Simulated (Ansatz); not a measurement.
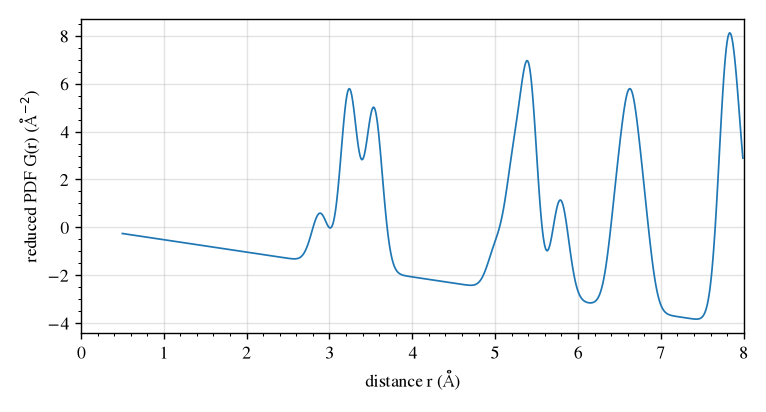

Computed X-ray G(r), with each pair weighted by the product of the atomic numbers (X-ray weights at Q = 0) and a uniform peak width σ = 0.10 Å. No termination ripples are included.

Candidate polymorphs:

A. 
```
CELL_PARAMETERS angstrom
5.78851 0.00000 0.00000
0.00000 5.78851 0.00000
0.00000 0.00000 5.78851
ATOMIC_POSITIONS crystal
Mg 0.00000 0.00000 0.00000
Mg 0.50000 0.50000 0.50000
Mg 0.25000 0.00000 0.50000
Mg 0.75000 0.00000 0.50000
Mg 0.50000 0.25000 0.00000
Mg 0.50000 0.75000 0.00000
Mg 0.00000 0.50000 0.25000
Mg 0.00000 0.50000 0.75000
```

B. 
```
CELL_PARAMETERS angstrom
3.21932 0.00000 0.00000
-1.60966 2.78801 0.00000
0.00000 0.00000 10.48453
ATOMIC_POSITIONS crystal
Mg 0.00000 0.00000 0.00000
Mg 0.00000 0.00000 0.50000
Mg 0.33333 0.66667 0.25000
Mg 0.66667 0.33333 0.75000
```

C. 
```yaml
crystal:
  lattice:
    - [3.50805, 0.00000, 0.00000]
    - [0.00000, 3.50805, 0.00000]
    - [0.00000, 0.00000, 3.50805]
  atoms:
    - { symbol: Mg, position: [0.00000, 0.00000, 0.00000] }
    - { symbol: Mg, position: [0.50000, 0.50000, 0.50000] }
```

All cells are input geometries of electronic-structure calculations (not necessarily at equilibrium); the starting structure was generated, so it need not be a known form of this composition.

Q: From which structure was the curve computed?

A: Candidate A, Mg, Pm-3n (first clear peaks at 2.89 Å (Mg–Mg) and 3.24 Å (Mg–Mg)). The others: C would give first clear peaks at 3.04 Å (Mg–Mg) and 3.51 Å (Mg–Mg); B would give first clear peaks at 3.21 Å (Mg–Mg) and 4.55 Å (Mg–Mg).
